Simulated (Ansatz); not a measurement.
## Energy of Sc along a strain of the cell

System: Sc (I4/mmm, 1 atom in the cell).
Method: DFT PBEsol, scalar-relativistic, plane waves, PAW, no spin polarisation (Ansatz 0.2.0).

The 6 runs differ only in the geometry, by a strain of the cell at fixed fractional positions. Against run 3, the strain is εxx = η. The structure derives from an entry of the Crystallography Open Database.

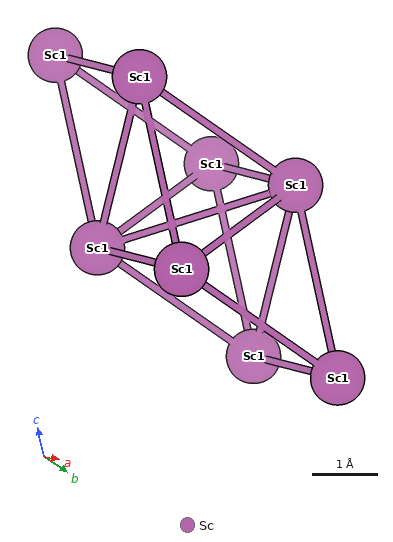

Figure 1. The structure of run 3 (ball-and-stick view of the reduced cell, seen slightly off an axis; atoms are numbered from 1 in the order of the input). An atom can appear more than once, as a periodic image.

**Input of run 3**
```yaml
crystal:
  lattice:
    - [0.0, 2.2705, 2.2705]
    - [2.338615, 0.0, 2.2705]
    - [2.338615, 2.2705, 0.0]
  atoms:
    - { symbol: Sc, position: [0.0, 0.0, 0.0] }
basis:
  ecutwfc: 420
kpoints:
  mp_grid: { grid: [18, 18, 18] }
hamiltonian:
  xc: pbesol
scf:
  occupations: { method: gaussian, width: 0.15 }
output:
  forces: true
  stress: true
  eigenvalues: true
```

Command:
```bash
ansatz run input.yaml --threads 1 --pin off --max-ram 2560MiB --backend cpu --events-out ev --progress --plain --runs-dir out
```

Lattice vectors (Å) and fractional positions of run 3:
```
   0.000000    2.270500    2.270500
   2.338615    0.000000    2.270500
   2.338615    2.270500    0.000000
Sc  0.000000  0.000000  0.000000
```

Run 5 differs from it as follows:
```diff
-    - [2.338615, 0.0, 2.2705]
-    - [2.338615, 2.2705, 0.0]
+    - [2.38970125, 0.0, 2.2705]
+    - [2.38970125, 2.2705, 0.0]
```

**Results, with one run withheld**

| run | strain parameter η (%) | free energy per atom, from the lowest run given (meV) | pressure (GPa) |
| --- | --- | --- | --- |
| 1 | −5.8252 | 4.83 | 2.22 |
| 2 | −4.3689 | 0.00 | 1.31 |
| 3 | 0.0000 | 0.51 | −1.09 |
| 4 | 1.4563 | 5.37 | −1.81 |
| 5 | 2.1845 | ? | ? |
| 6 | 2.9126 | 12.42 | −2.48 |

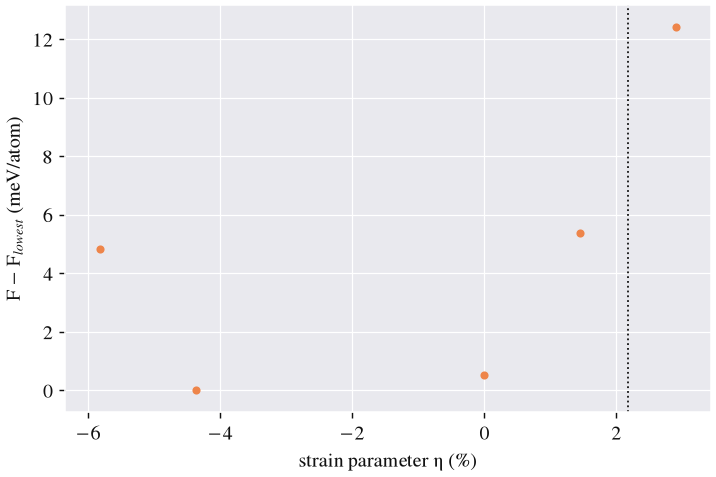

Figure 2. Free energy per atom of the runs given; the dotted line marks run 5.

What should run 5 give?

A cubic polynomial in the coordinate, fitted to the 5 runs given, misses them by under 0.01 meV per atom. With x = η + 1.1650, it reads F = −1.7387 + 1.2895 x + 0.55578 x² − 0.0050186 x³ (meV per atom). At run 5 it gives 8.63 meV per atom, and the run itself gives 8.63. The fit has its minimum at η = −2.3074 %.

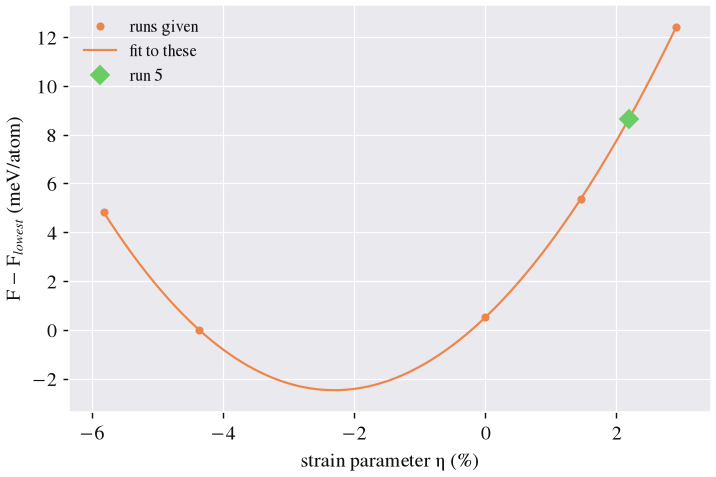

Figure 3. The fit and the withheld run.

**Output, shortened to warnings, some set-up lines, iterations and results (run 5)**
```
Basis set: ecut = 420 eV, 491 PW (Γ), exchange–correlation on 48×48×48 points (8 copies of the dense FFT grid, shifted against one another)
Symmetry: 16 space group operations
k-points: 480 of 5832
Initial density: superposition of atomic densities (neutral atoms: chi_scale 0, normalization atom), corrected by the library's trained network
[...]
SCF iter   1: F=—  HF=-2111.322807 eV  |F-HF|=—  |Δ(HF+E_count)|=         —  Δρ=3.36e-3  dr2=2.18e-3  ethr=1.77e-3  ⟨swp⟩=4.2  Hψ=23969  notcnv=0
SCF iter   2: F=—  HF=-2111.321721 eV  |F-HF|=—  |Δ(HF+E_count)|=   1.09e-3  Δρ=1.34e-3  dr2=3.21e-4  ethr=1.98e-5  ⟨swp⟩=2.0  Hψ=10761  notcnv=0
SCF iter   3: F=—  HF=-2111.321655 eV  |F-HF|=—  |Δ(HF+E_count)|=   6.66e-5  Δρ=2.31e-4  dr2=7.04e-6  ethr=2.91e-6  ⟨swp⟩=2.6  Hψ=7539  notcnv=0
SCF iter   4: F=—  HF=-2111.321659 eV  |F-HF|=—  |Δ(HF+E_count)|=   4.36e-6  Δρ=5.49e-5  dr2=5.42e-7  ethr=6.40e-8  ⟨swp⟩=2.7  Hψ=7522  notcnv=0
SCF iter   5: F=-2111.321659 eV  HF=-2111.321659 eV  |F-HF|=6.93e-10  |Δ(HF+E_count)|=   8.98e-8  Δρ=5.34e-6  dr2=1.89e-9  ethr=4.93e-9  ⟨swp⟩=2.6  Hψ=7450  notcnv=0
SCF iter   6: F=-2111.321659 eV  HF=-2111.321659 eV  |F-HF|=3.18e-12  |Δ(HF+E_count)|=   1.07e-9  Δρ=2.97e-7  dr2=9.54e-12  ethr=1.71e-11  ⟨swp⟩=1.5  Hψ=12936  notcnv=0
SCF 1 converged in 6 iterations: F = -2111.321659 eV  dr2 = 9.54e-12
SCF converged after 6 iterations
Free energy (F): -2111.321659 eV
Harris-Foulkes:  -2111.321659 eV  (|F-HF|=3.18e-12)
Internal energy: -2111.299021 eV  (E = F + TS)
E sigma→0 (E₀):  -2111.310340 eV
Entropy (-TS):   -0.022638 eV (-22.638 meV/atom)
Fermi energy:    9.214742 eV
--- Per-component energies (eV) ---
  E_band       = -168.362281
  E_kinetic    = 260.026133
  E_local      = -843.699563  (includes V_loc(G=0)·N_el)
  E_nonlocal   = 84.473055
  E_hartree    = 287.356983
  E_xc         = -102.853194
  E_vxc        = -127.898898  (∫ρ·V_xc dr)
  E_paw        = -932.059690  (= ΣΔE_a)
  E_vpaw       = -115.977062  (= ΣTr[D̂ρ^β])
  E_aug_tail   = 0.000011  (compensation charges beyond the density's cutoff)
  E_ewald      = -864.671780
  E_core_change = 0.129025  (= ΣΔE_core)
  E_smearing   = -0.022638  (= −TS)
  E_closure    = 0.000000  (closes the sum)
  Σ components = -2111.321659   (vs F -2111.321659, Δ=0.00e0)
--- Forces (eV/Å), atoms counted from 1 ---
  atom   1  Sc     0.00000000     0.00000000     0.00000000
  max |Σ_I F_I| component: 0.00e0 eV/Å
--- Stress (GPa, compression-positive) ---
       -3.219433      -0.000000       0.000000
       -0.000000      -1.608816       0.000000
        0.000000       0.000000      -1.608816
  P = ⅓ Tr σ = -2.1457 GPa (-21.457 kbar)
```
